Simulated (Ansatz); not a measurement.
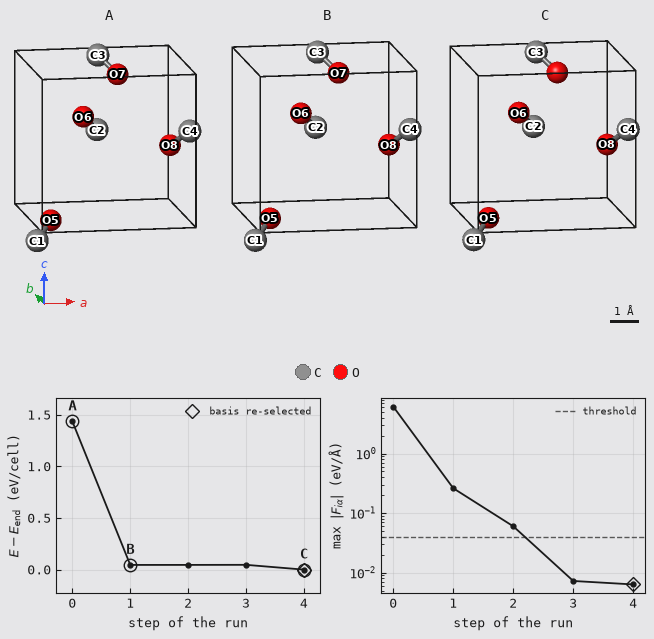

Frames of a relaxation of crystalline CO (built on the database_198 type) (coarse preliminary run), marked on the history of the run. The picture is a ball-and-stick view of the cell of the calculation, seen slightly off an axis.

Case: structure reported for this formula (P2_13, No. 198).

The calculation used DFT PBE, scalar-relativistic, plane waves, PAW in Ansatz.

The input:
```yaml
crystal:
  lattice:
    - [5.63, 0.0, 0.0]
    - [0.0, 5.63, 0.0]
    - [0.0, 0.0, 5.63]
  atoms:
    - { symbol: C, position: [0.958, 0.958, 0.958] }
    - { symbol: C, position: [0.542, 0.042, 0.458] }
    - { symbol: C, position: [0.458, 0.542, 0.042] }
    - { symbol: C, position: [0.042, 0.458, 0.542] }
    - { symbol: O, position: [0.067, 0.067, 0.067] }
    - { symbol: O, position: [0.433, 0.933, 0.567] }
    - { symbol: O, position: [0.567, 0.433, 0.933] }
    - { symbol: O, position: [0.933, 0.567, 0.433] }
basis:
  ecutwfc: 420
kpoints:
  mp_grid: { grid: [4, 4, 4] }
hamiltonian:
  xc: pbe
scf:
  occupations: { method: gaussian, width: 0.1 }
  lower_state_search: "off"
output:
  forces: true
  stress: true
  eigenvalues: true
relax:
  adjacent_minimum: "off"
  f_tol: 0.04
  max_steps: 70
  cell: { stress_tol: 0.4 }
```

Launched with:
```bash
ansatz run input.yaml --threads 1 --pin off --max-ram 2560MiB --backend cpu --events-out ev --progress --plain --runs-dir out
```

What happens along the run?

The largest moves relative to the cell, 0.11 Å, are those of O5, O6, O7 and O8. O5 goes along [1 1 1]. Largest moves by element: O 0.11 Å, C 0.06 Å. The volume changes by +7.3 %, with a = b = c 5.630 → 5.764 Å (+2.4 %). Near-neighbour distances that change, for instance: C1–O5 1.063 → 1.135 Å. The space group stays P2_13 (No. 198). Over 3 accepted moves (4 points after the start) the energy falls by 1.436 eV per cell of the calculation. The largest force component goes from 6.1 to 0.0063 eV/Å. The pressure goes from 14.04 to 0.38 GPa. The SCF was repeated once at an unchanged geometry on a basis and grid sized afresh for the cell, which shifted the energy by 46.4 meV per cell of the calculation at most. From step 0 to 1: O atoms move most (0.08 Å), volume +5.9 %, energy −1.390 eV per cell of the calculation. From step 1 to 4: C atoms move most (0.03 Å), volume +1.3 %, energy −45.5 meV per cell of the calculation.
